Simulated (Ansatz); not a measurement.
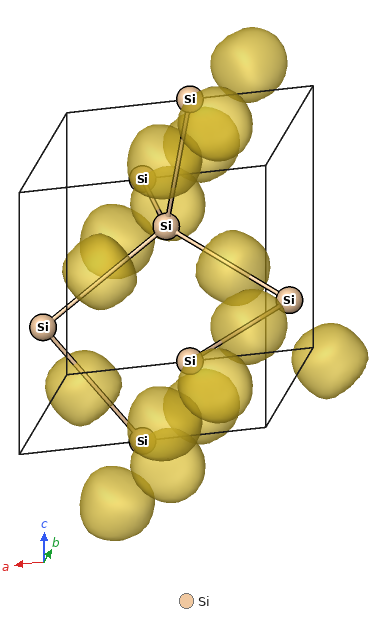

Figure 1: Si. Isosurface of the ELF at 0.85 (yellow), seen at an oblique angle. Only the valence region is drawn (cores and ρ < 0.01 e/Å³ removed). Sticks mark near contacts.

Space group P6₄22; a generated structure, not necessarily the stable one.

All numbers below come from Ansatz 0.2.0, Kohn-Sham DFT of a periodic cell, HSE06 form with a typed share of exact exchange, Ansatz PAW.

**Where are the electrons localised?**

At this value the surface marks out six regions between bonded Si–Si atoms, counted in one cell of 3 atoms. Any copies at cell faces, edges or corners count once. Along the contacts the grid gives the following. Si–Si (2.39 Å): the ELF peaks at about 0.95 between the atoms.

**Does the calculation give a band gap?**

It is metallic or semimetallic at this level of theory: no gap opens.
